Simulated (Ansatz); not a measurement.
Given this structure:

```
Rb
1.0
     5.55938    0.00000    0.00000
     0.00000    5.55938    0.00000
     0.00000    0.00000    6.69739
Rb
2
Direct
  0.00000 0.00000 0.00000
  0.50000 0.50000 0.50000
```

What does this file describe?

The element is rubidium. It is body-centred tetragonal, space group I4/mmm (No. 139). The cell holds two atoms. The Rb atoms are each bonded to eight Rb in a distorted cubic arrangement at 5.16 Å. The bonds build a three-dimensional framework.

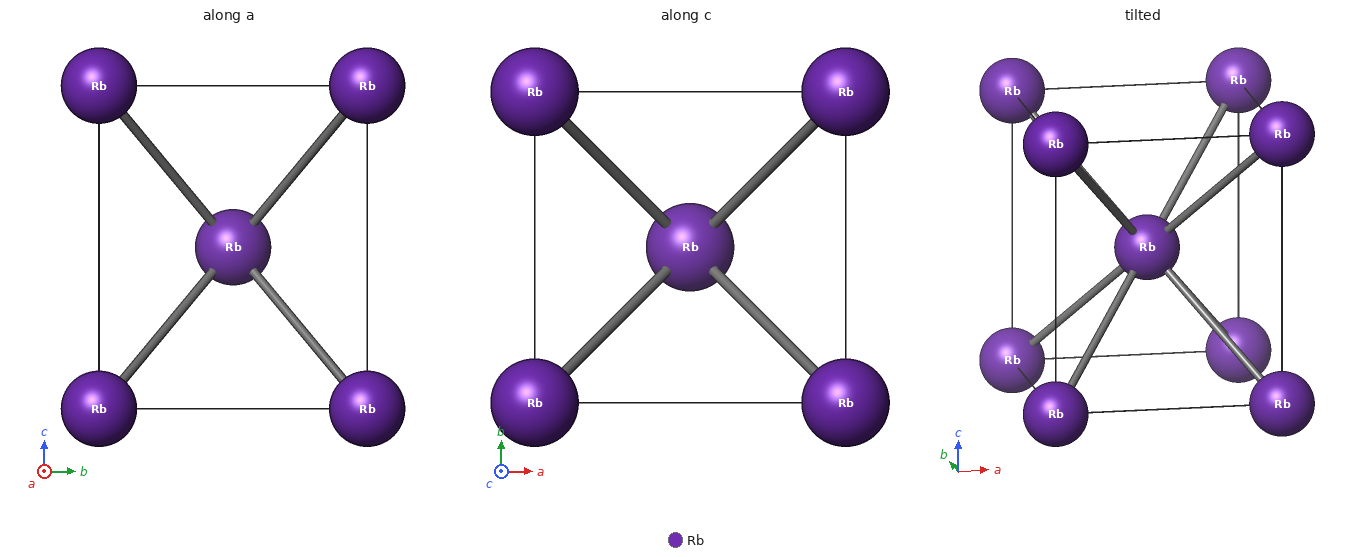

The image is a ball-and-stick drawing of a crystal, viewed along the a axis, along the c axis and slightly off an axis. The wireframe shows the conventional unit cell.

The structure was taken from a structure listed in the Materials Project. The cell was then strained or its atoms displaced on purpose. It went into a calculation with Ansatz.
